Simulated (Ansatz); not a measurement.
## Electronic structure of Al₈As₇ in real space

Al₈As₇, 60 atoms, a = 11.34 Å, b = 11.34 Å, c = 11.34 Å, α = 89.99°, β = 89.98°, γ = 89.98°.

Space group R3m; a generated structure, not necessarily the stable one; computed without spin polarisation.

Computed with DFT PBE, scalar-relativistic, plane waves, PAW in Ansatz.

Core electrons are frozen (PAW), and the valence fields are smoothed inside the atomic spheres.

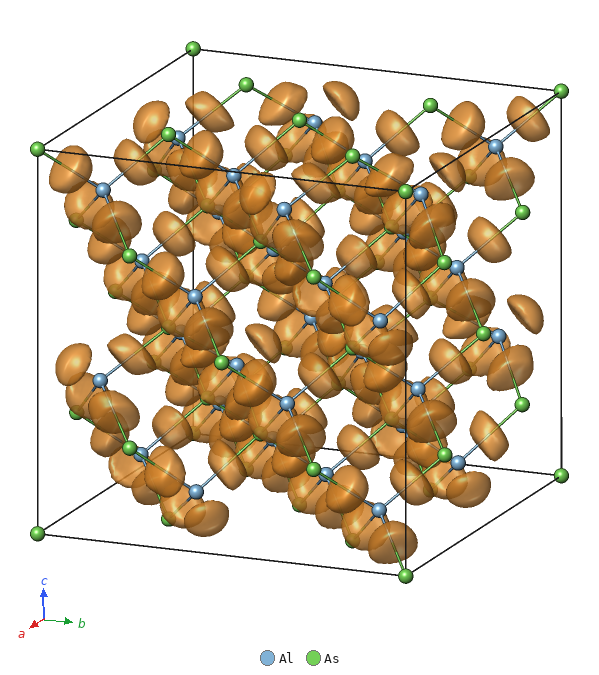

Figure 1. Isosurface of the ELF at 0.75 (orange), seen slightly off an axis. Only the valence region is drawn (cores and ρ < 0.01 e/Å³ removed). Sticks mark near contacts.

> Describe the localisation domains.

The ELF exceeds this value in 112 regions between bonded Al–As atoms and 16 pockets between the atoms, centred on no nucleus (multi-centre or interstitial), counted in one cell of 60 atoms. Regions shared between cells count once. Profiles from the grid: Al–As (2.46 Å): the ELF peaks at about 0.95 between the atoms.

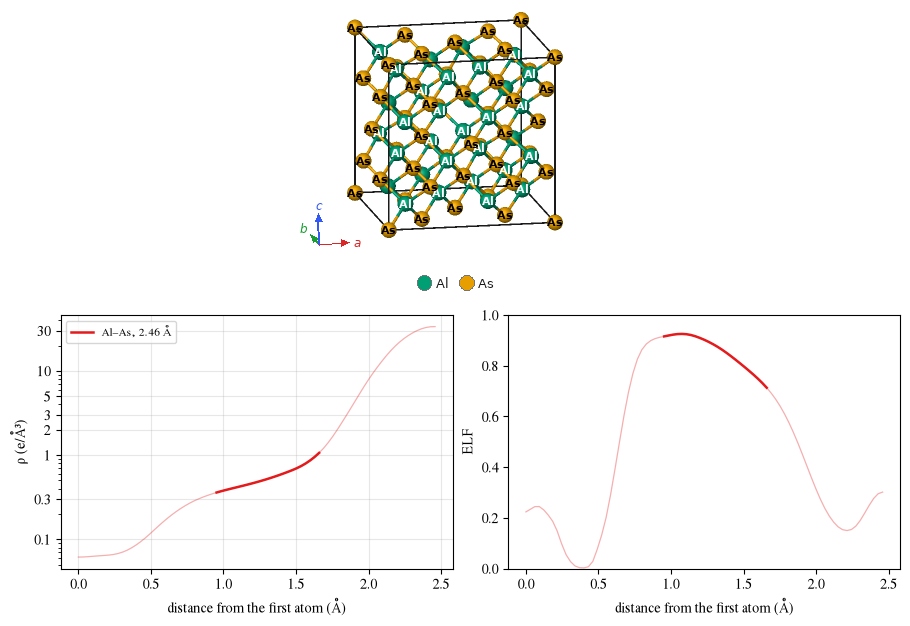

Figure 2. Valence pseudo-density and ELF along straight lines between neighbouring atoms. Thin, pale parts lie inside the atomic spheres. The structure is drawn too.

> What can be read from the curves?

Al–As (2.46 Å): the density is about 0.48 e/Å³ at the midpoint; the ELF peaks at about 0.95 between the atoms.

> Does the calculation give a band gap?

It is gapless in this calculation (a metal or semimetal).
